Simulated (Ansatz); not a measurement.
The calculation's input:

```
crystal:
  lattice:
    - [0.0, 2.8308768389, 2.8308768389]
    - [2.8308768389, 0.0, 2.8308768389]
    - [2.8308768389, 2.8308768389, 0.0]
  atoms:
    - { symbol: Mg, position: [0.0, 0.0, 0.0] }
    - { symbol: S, position: [0.25, 0.25, 0.25] }
kpoints:
  mp_grid: { grid: [4, 4, 4] }
hamiltonian:
  xc: hse06
scf:
  occupations: { method: fixed }
  n_extra_bands: 4
output:
  forces: true
  stress: true
  eigenvalues: true
  write_density: true
  write_potential: true
  elf: true
  volumetric_format: npy
```

Command:

```sh
ansatz run input.yaml --threads 4 --pin off --max-ram 3686MiB --backend cpu --events-out ev --progress --plain --runs-dir out
```

Below, planes, directions and counts refer to the conventional cell (a = 5.66 Å, b = 5.66 Å, c = 5.66 Å, α = 90.00°, β = 90.00°, γ = 90.00°).

Space group F-43m; started from the zincblende prototype, which need not be the ambient phase.

Theory: Ansatz, DFT, HSE06, plane waves, PAW.

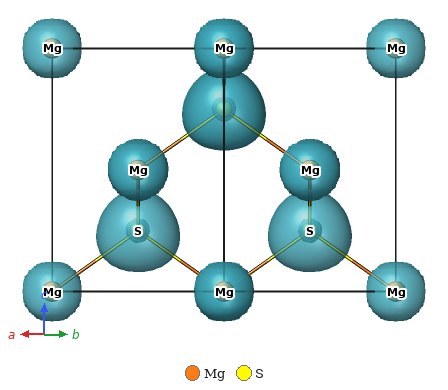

MgS. Isosurface of the valence electron density at 0.6 e/Å³ (cyan), seen along [110]. Sticks mark near contacts.

In a PAW calculation such maps are meaningful between the atoms, not at the nuclei.

**How is the density connected at this value?**

At this value the density breaks into separate islands; it holds about 70 % of the electrons treated as valence (semicore included). It bridges none of the near contacts. It is pinched off along the shortest Mg–S (2.45 Å) contacts. On the grid the lowest density along these lines, outside the cores, is 0.26 e/Å³ (Mg–S, 2.45 Å).

**Does the calculation make it a metal, or give it a gap?**

It is gapped, with a Kohn–Sham gap of 4.5 eV on the k-point mesh, an upper bound to the gap of this method.
